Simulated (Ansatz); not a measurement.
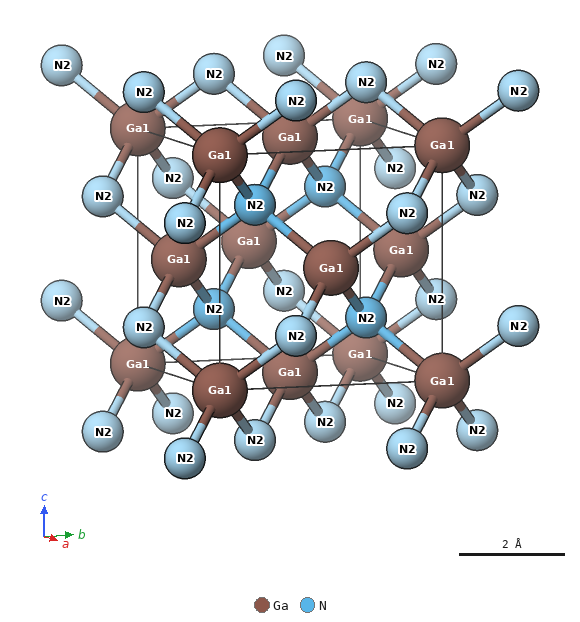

*The starting structure (ball-and-stick view of the cell 4 times as large as that of the calculation, set on its symmetry axes, seen slightly off an axis; neighbours outside the cell are drawn fainter; atoms are numbered from 1 in the order of the input).*

Near neighbours in the crystal (not all of them lie inside the picture): Ga has 4 N at 1.97 Å; N has 4 Ga at 1.97 Å.

# Run report: GaN, geometry relaxation

The run: geometry relaxation of GaN (F-43m, 2 atoms in the cell). Method and program: DFT PBE, scalar-relativistic, plane waves, PAW, no spin polarisation (Ansatz 0.2.0).

The structure derives from a Materials Project entry. It belongs to a series of runs on one base structure; here: cell and atoms relaxed tightly for response. Figures and captions count atoms from 1; the log counts them from 0 in places.

## Input file
```yaml
crystal:
  lattice:
    - [0.0, 2.2742384951, 2.2742384951]
    - [2.2742384951, 0.0, 2.2742384951]
    - [2.2742384951, 2.2742384951, 0.0]
  atoms:
    - { symbol: Ga, position: [0.0, 0.0, 0.0] }
    - { symbol: "N", position: [0.75, 0.75, 0.75] }
basis:
  ecutwfc: 420
kpoints:
  mp_grid: { grid: [10, 10, 10] }
hamiltonian:
  xc: pbe
scf:
  occupations: { method: fixed }
output:
  forces: true
  stress: true
  eigenvalues: true
  write_density: true
  write_potential: true
  elf: true
  volumetric_format: npy
relax:
  adjacent_minimum: "off"
  f_tol: 0.001
  max_steps: 60
  cell: { stress_tol: 0.01 }
```

Hardware: 1 thread of AMD EPYC (Zen 3), 189 GiB of memory available, shared host.

Launched with:
```bash
ansatz run input.yaml --threads 1 --pin off --max-ram 3072MiB --backend cpu --events-out ev --progress --plain --runs-dir out
```

## Output
```
Engine: ansatz 0.2.0, x86_64-unknown-linux-gnu
Pseudopotentials: kind: paw
Pseudopotential: Ga, paw, valence charge 13, recommended cutoff 420 eV (normal), Ga.paw.azcp
Pseudopotential: N, paw, valence charge 5, recommended cutoff 420 eV (normal), N.paw.azcp
Functional definition: PBE
  parameter kappa = 0.804
  parameter beta = 0.06672455060314922
  exchange = pbe_x(kappa = kappa, mu = beta*pi^2/3)
  correlation = pbe_c(beta = beta)
Crystal: 2 atoms, lattice volume = 23.525 Å³
Basis set: ecut = 420 eV, 459 PW (Γ), exchange–correlation on 48×48×48 points (8 copies of the dense FFT grid, shifted against one another)
Bands: 13, of which v1, the nominal top of the filled ones, is band 9 counted from 1 (8 counted from 0)
Symmetry: 24 space group operations
Space group: F-43m (ITA 216), of the structure as read, at distance tolerance 2.9e-5 Å
k-points: 47 of 1000 (time reversal used)
Non-local potential: Ga, projectors of the file, l = 0: 2, l = 1: 2, l = 2: 3, l = 3: 1
Non-local potential: N, projectors of the file, l = 0: 2, l = 1: 2, l = 2: 1
PAW form: soft (Blöchl's): semilocal exchange-correlation on the pseudo side does not see the compensation charge
PAW one-centre angular grid: Ga, 590 points (default); XC on 64 Gauss nodes
PAW one-centre angular grid: N, 110 points (default); XC on 64 Gauss nodes
Initial density: superposition of atomic densities (neutral atoms: chi_scale 0, normalization atom), corrected by the library's trained network
Initial wavefunctions: pseudopotential atomic-orbital guess
Functional: x = pbe(κ = 0.804, μ = 0.2195149727645171), c = pbe(β = 0.06672455060314922)
SCF iter   1: F=—  HF=-4167.907610 eV  |F-HF|=—  |Δ(HF+E_count)|=         —  Δρ=6.61e-4  dr2=4.96e-5  ethr=1.77e-3  ⟨swp⟩=4.2  Hψ=2793  notcnv=0  defer=73
preconditioner: auto → none  [insulator: Δε(μ)=1.537 eV  Ē_g=18.543 eV  n_scr=8 (ndim 8)  ℏωp=32.5 eV  f_vac=0.002  ε∞_Penn≈4.1]
SCF iter   2: F=—  HF=-4167.907892 eV  |F-HF|=—  |Δ(HF+E_count)|=   2.82e-4  Δρ=3.58e-4  dr2=1.04e-5  ethr=2.75e-7  ⟨swp⟩=2.5  Hψ=1522  notcnv=0  defer=92
SCF iter   3: F=—  HF=-4167.907928 eV  |F-HF|=—  |Δ(HF+E_count)|=   3.58e-5  Δρ=1.62e-4  dr2=2.45e-6  ethr=5.77e-8  ⟨swp⟩=2.0  Hψ=968  notcnv=0  defer=92
SCF iter   4: F=—  HF=-4167.907940 eV  |F-HF|=—  |Δ(HF+E_count)|=   1.24e-5  Δρ=5.44e-5  dr2=4.48e-7  ethr=1.36e-8  ⟨swp⟩=2.0  Hψ=1034  notcnv=0  defer=92
iter 5 did not close the SCF: its close was put off for the readings that it lacked (scf_convergence_deferred on its scf_iter line)
SCF iter   5: F=-4167.907941 eV  HF=-4167.907941 eV  |F-HF|=2.94e-9  |Δ(HF+E_count)|=   3.16e-7  Δρ=9.43e-6  dr2=1.13e-8  ethr=2.49e-9  ⟨swp⟩=2.0  Hψ=789  notcnv=0  defer=93
SCF iter   6: F=-4167.907941 eV  HF=-4167.907941 eV  |F-HF|=4.92e-9  |Δ(HF+E_count)|=   1.19e-8  Δρ=6.44e-6  dr2=4.74e-9  ethr=6.26e-11  ⟨swp⟩=7.3  Hψ=4070  notcnv=0
SCF 1 converged in 6 iterations: F = -4167.907941 eV  dr2 = 4.74e-9
  greatest PAW one-centre occupation: 0.995 electrons in one spin orbital (limit 2), on the Ga atom at site 0 (counted from 0), in its partial waves of l = 2
relax step   1: F+E_penalty+E_count = -4167.90794081 eV  Δ(F+E_penalty+E_count) = +0.000e0 eV  max|allowed force component| = 2.220e-16 eV/Å  Δτ_max = 0.0000 Å  P = +0.004 GPa  Ω = 23.525 Å³  (6 SCF iters, dr2 threshold 1.00e-7 eV, accepted)
Initial density: handed on by an earlier stage of this run
Initial wavefunctions: pseudopotential atomic-orbital guess (no wavefunctions were taken with the density)
iter 1 solved again at ethr=1.59e-8 eV; its pass at ethr=3.10e-3 eV (dr2=2.86e-6 eV) is discarded
SCF iter   1: F=—  HF=-4167.907935 eV  |F-HF|=—  |Δ(HF+E_count)|=         —  Δρ=6.34e-6  dr2=4.60e-9  ethr=1.59e-8  ⟨swp⟩=3.1  Hψ=4515  notcnv=0  defer=72
preconditioner: auto → none  [insulator: Δε(μ)=1.541 eV  Ē_g=18.548 eV  n_scr=8 (ndim 8)  ℏωp=32.5 eV  f_vac=0.002  ε∞_Penn≈4.1]
SCF iter   2: F=—  HF=-4167.907941 eV  |F-HF|=—  |Δ(HF+E_count)|=   5.47e-6  Δρ=1.24e-6  dr2=1.21e-10  ethr=2.56e-11  ⟨swp⟩=2.0  Hψ=1031  notcnv=0  defer=22
SCF iter   3: F=—  HF=-4167.907941 eV  |F-HF|=—  |Δ(HF+E_count)|=  6.09e-11  Δρ=9.61e-7  dr2=7.95e-11  ethr=6.73e-13 (applied; sched 1.00e-12)  ⟨swp⟩=2.1  Hψ=994  notcnv=0  defer=22
SCF iter   4: F=—  HF=-4167.907941 eV  |F-HF|=—  |Δ(HF+E_count)|=  3.00e-11  Δρ=3.66e-7  dr2=2.79e-11  ethr=4.42e-13 (applied; sched 1.00e-12)  ⟨swp⟩=2.1  Hψ=814  notcnv=0  defer=22
SCF iter   5: F=-4167.907941 eV  HF=-4167.907941 eV  |F-HF|=1.82e-12  |Δ(HF+E_count)|=  4.55e-12  Δρ=5.28e-8  dr2=4.23e-13  ethr=1.00e-12  ⟨swp⟩=5.1  Hψ=3212  notcnv=0
SCF 2 converged in 5 iterations: F = -4167.907941 eV  dr2 = 4.23e-13
relax step   2: F+E_penalty+E_count = -4167.90794081 eV  Δ(F+E_penalty+E_count) = -3.052e-9 eV  max|allowed force component| = 2.498e-16 eV/Å  Δτ_max = 0.0000 Å  P = +0.004 GPa  Ω = 23.525 Å³  stress off target by 3.98e-3 GPa  SCF on the basis re-selected at this cell (its energy is not comparable with the rows above)  (5 SCF iters)
```

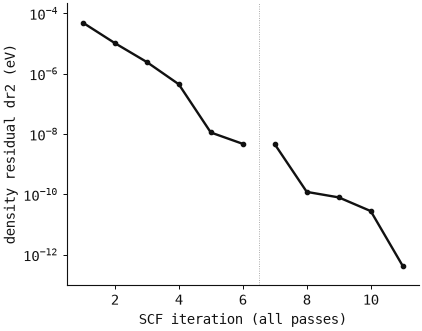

*Convergence of the self-consistent field: density residual dr2 against the SCF iteration. The dotted lines part the SCF passes of the relaxation: geometry steps, rejected trials and re-solves on a re-selected basis.*

The passes take 6 and 5 iterations.

```
basis re-selected at this cell: Δ(F+E_penalty+E_count) = -3.052e-9 eV, ΔP = +0.000 GPa vs the last step (what re-selecting the basis moved, of the pressure what is left beyond the Pulay correction that the steps carried, after the strain that the cell walked since its last selection, with what the two solves' SCF thresholds leave and, on support functions, any second-order correction that the steps lacked; it is no measure of the basis error at this ecutwfc). This SCF's stress stands 3.98e-3 GPa from its target on what of the cell is left free (relax.cell.stress_tol is 1.00e-2 GPa) and its largest allowed force component is 2.50e-16 eV/Å (relax.f_tol is 1.00e-3 eV/Å): within both
SCF converged after 5 iterations
Free energy (F): -4167.907941 eV
Harris-Foulkes:  -4167.907941 eV  (|F-HF|=1.82e-12)
Internal energy: -4167.907941 eV  (E = F + TS)
E sigma→0 (E₀):  -4167.907941 eV
Fermi energy:    9.238269 eV
--- Per-component energies (eV) ---
  E_band       = -12.263574
  E_kinetic    = 246.000717
  E_local      = -1971.445249  (includes V_loc(G=0)·N_el)
  E_nonlocal   = 474.232153
  E_hartree    = 904.989961
  E_xc         = -128.406144
  E_vxc        = -133.611891  (∫ρ·V_xc dr)
  E_paw        = -2120.319653  (= ΣΔE_a)
  E_vpaw       = -437.419261  (= ΣTr[D̂ρ^β])
  E_aug_tail   = 0.000031  (compensation charges beyond the density's cutoff)
  E_ewald      = -1572.959758
  E_smearing   = -0.000000  (= −TS)
  E_closure    = 0.000000  (closes the sum)
  Σ components = -4167.907941   (vs F -4167.907941, Δ=0.00e0)
--- Forces (eV/Å), atoms counted from 1 ---
  atom   1  Ga    -0.00000000     0.00000000    -0.00000000
  atom   2  N      0.00000000     0.00000000     0.00000000
  max |Σ_I F_I| component: 2.31e-17 eV/Å
--- Stress (GPa, compression-positive) ---
        0.003976       0.000000       0.000000
        0.000000       0.003976       0.000000
        0.000000       0.000000       0.003976
  P = ⅓ Tr σ = 0.0040 GPa (0.040 kbar)
--- Band table (eV; the first three rows and the last of 47) ---
  k-point 0: bands = ["-6.4633", "-4.2272", "-4.2272", "-4.2272", "-3.9367", "-3.9367", "9.2383", "9.2383", "9.2383", "10.7791", "19.3769", "19.3769", "19.3769"]
  k-point 1: bands = ["-6.3609", "-4.2148", "-4.2148", "-4.1853", "-3.9379", "-3.9379", "8.1258", "9.1351", "9.1351", "11.6602", "18.8797", "19.5342", "19.5342"]
  k-point 2: bands = ["-6.1083", "-4.1859", "-4.1859", "-4.0129", "-3.9366", "-3.9366", "6.3523", "8.8821", "8.8821", "12.7326", "18.1067", "19.7904", "19.7904"]
  k-point 46: bands = ["-5.5217", "-4.0951", "-4.0587", "-3.9384", "-3.9114", "-2.0055", "3.5919", "5.7662", "5.8090", "15.0145", "17.1763", "19.7363", "20.2999"]
--- Relaxed structure (1 steps of the walk, 1 accepted, 1 SCFs on fresh bases) ---
  F+E_penalty+E_count = -4167.90794081 eV   max|allowed force component| = 2.498e-16 eV/Å   (the final SCF, on the basis selected at the relaxed cell)
  cell:  # Å, volume = 23.5255 Å³
    - [0.0, 2.2742384951, 2.2742384951]
    - [2.2742384951, 0.0, 2.2742384951]
    - [2.2742384951, 2.2742384951, 0.0]
  atoms:
    - { symbol: Ga, position: [0.0, 0.0, 0.0] }
    - { symbol: N, position: [0.7499999999999999, 0.7499999999999999, 0.7499999999999999] }
```

## Trajectory as extended XYZ (Å, eV, eV/Å), 2 frames, from step=1 to step=2
```
2
Lattice="0.0000 2.2742 2.2742 2.2742 0.0000 2.2742 2.2742 2.2742 0.0000" Properties=species:S:1:pos:R:3:forces:R:3 step=1 energy=-4167.90794 pressure_GPa=0.00
Ga    0.0000    0.0000    0.0000    0.0000   0.0000   0.0000
N     3.4114    3.4114    3.4114    0.0000   0.0000   0.0000
2
Lattice="0.0000 2.2742 2.2742 2.2742 0.0000 2.2742 2.2742 2.2742 0.0000" Properties=species:S:1:pos:R:3:forces:R:3 step=2 energy=-4167.90794 pressure_GPa=0.00
Ga    0.0000    0.0000    0.0000    0.0000   0.0000   0.0000
N     3.4114    3.4114    3.4114    0.0000   0.0000   0.0000
```

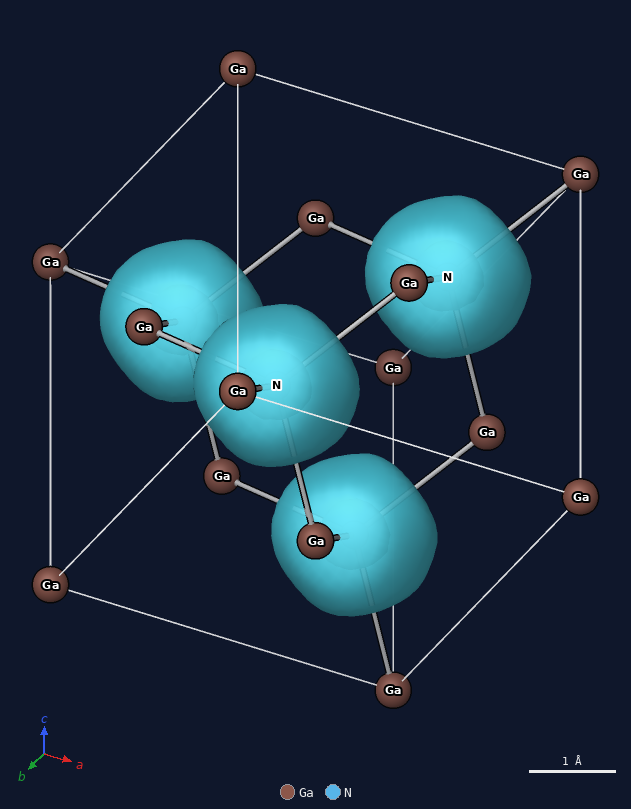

*Isosurface of the ELF at 0.65 (cyan), seen at an oblique angle. Core shells and regions of very low density are left out. Sticks mark near contacts. The outline is the cell set on symmetry axes.*

Values along the shortest contacts: Ga–N (1.97 Å): the ELF is about 0.45 at the midpoint. The fields are those of the smooth PAW valence density.

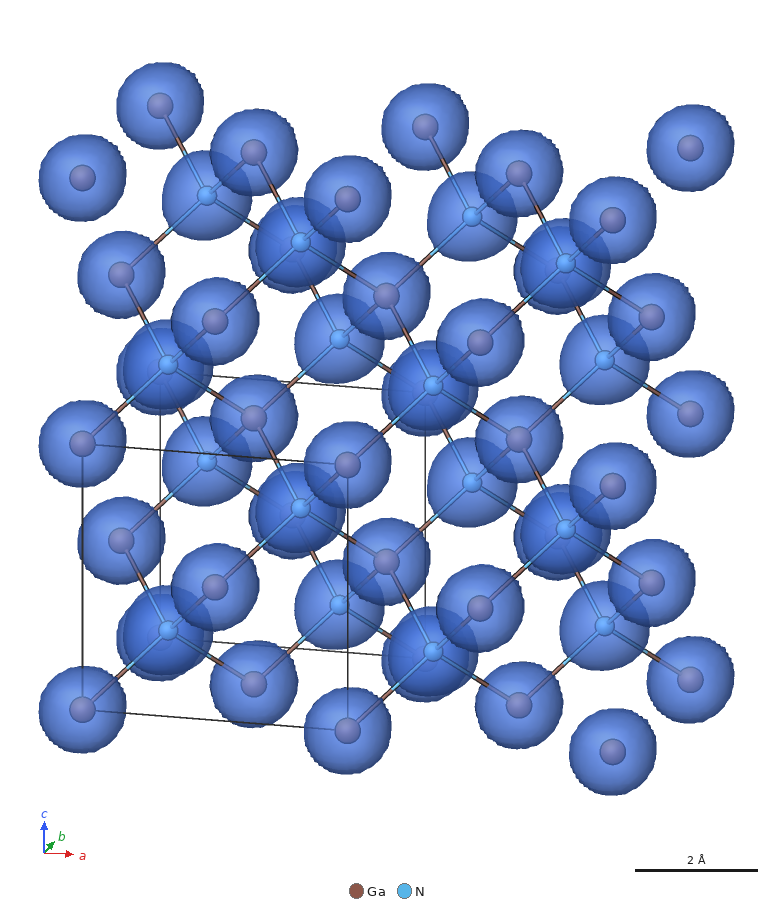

*Isosurface of the valence charge density (pseudo) at 1 e/Å³ (blue), seen slightly off an axis. Sticks mark near contacts. The outline is the cell set on symmetry axes.*

At this value the density breaks into separate islands; it holds about 70 % of the electrons treated as valence (semicore included). It is pinched off along the Ga–N (1.97 Å) contacts. On the grid the lowest density along these lines, outside the cores, is 0.7 e/Å³ (Ga–N, 1.97 Å).

## Key numbers

```tsv
quantity	value
outcome	converged
space group (tolerance 0.01 Å)	F-43m (216)
electrons treated	18
free energy	−4167.9079 eV
Fermi energy	9.238 eV
gap on the k-point mesh	1.54 eV
pressure	0.00 GPa
final volume	23.53 Å³
largest force (length of the vector) at the end	under 0.001 eV/Å
final cell	a = 3.216 Å, b = 3.216 Å, c = 3.216 Å, α = 60.00°, β = 60.00°, γ = 60.00°
wall time	10 s
peak memory	0.32 GiB
```
